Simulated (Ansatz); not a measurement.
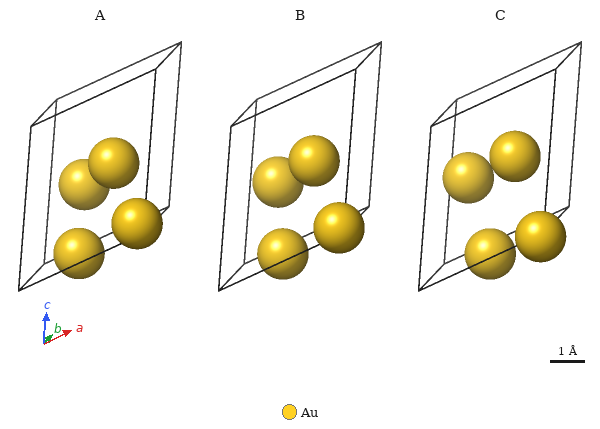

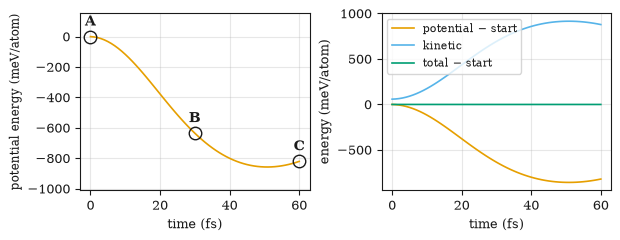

Molecular dynamics of a 4-atom cell of Au, 60 fs long. Frames (A at 0 fs, B at 30 fs, C at 60 fs) and the history of the run. The picture is a spheres-only view of the simulation cell, seen slightly off an axis.

Theory: Ansatz, DFT, PAW plane waves, PBE. Set-up: plane-wave cutoff 420 eV; k-point mesh 4 × 4 × 4; cold smearing 0.15 eV; constant energy (NVE); velocities drawn for 600 K; time step 1 fs.

Question: What do the frames and curves show?

Answer: Root-mean-square distances from the starting positions over the second half, with the common drift of all atoms taken out: Au 0.30 Å. The run lasts only 60 fs, too short to tell vibration from diffusion. Over the second half the temperature averages 8857 K (spread ±667 K). The starting point lies high in potential energy, and that energy turns into motion. The potential energy in the second half lies on average 801 meV per atom below the first frame. The first frame is far from relaxed (forces up to 8.2 eV/Å), so much of the motion is the structure settling.

Limits of the set-up: the k-point mesh is coarse for a cell with partly filled bands.

Cost: 2.7 min on 2 threads of Arm Neoverse V1, with other jobs on the host, peak memory 0.41 GiB.
